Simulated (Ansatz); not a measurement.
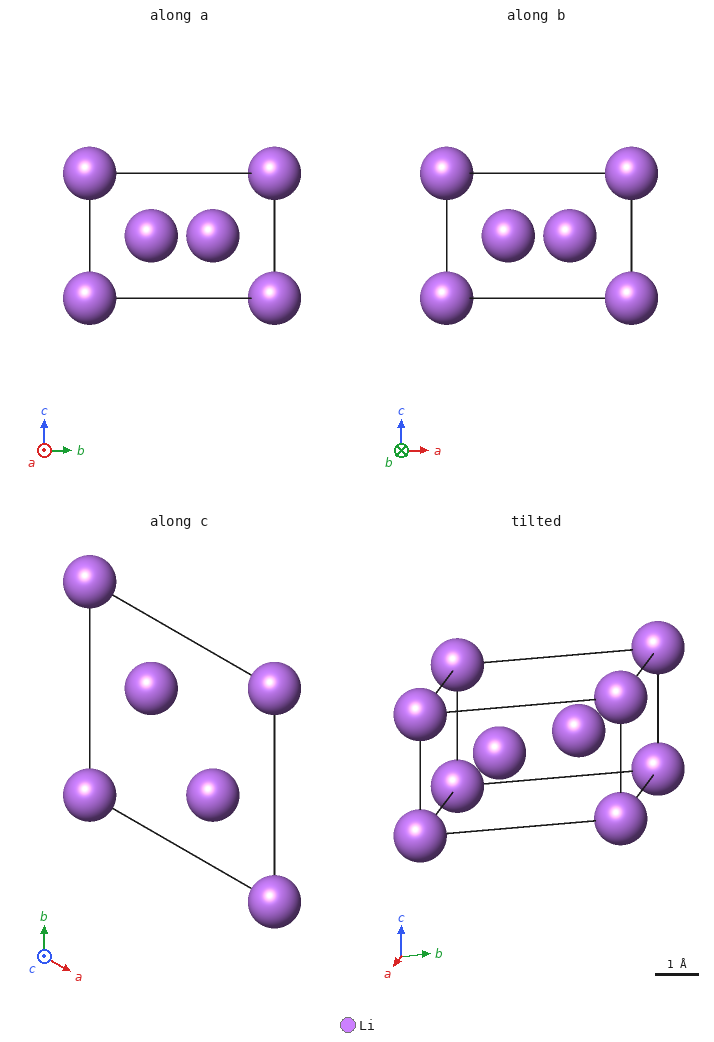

Spheres-only drawing of the structure, looking along the a axis, along the b axis, along the c axis and slightly off an axis. The conventional unit cell is drawn as a box.

Lattice parameters: a = 4.994 Å, b = 4.994 Å, c = 2.922 Å, α = 90.00°, β = 90.00°, γ = 120.00°.

> Express the structure as a table of Wyckoff sites.

Space group P6/mmm (No. 191).
```csv
atom,site,x,y,z
Li,1a,0.0000,0.0000,0.0000
Li,2d,0.3333,0.6667,0.5000
```

The structure comes from a structure type filled with this element by a generator (whether the element takes this form wasn't checked). Earlier steps of the study may have refined or changed the cell and positions. An electronic-structure calculation with Ansatz was run on it.
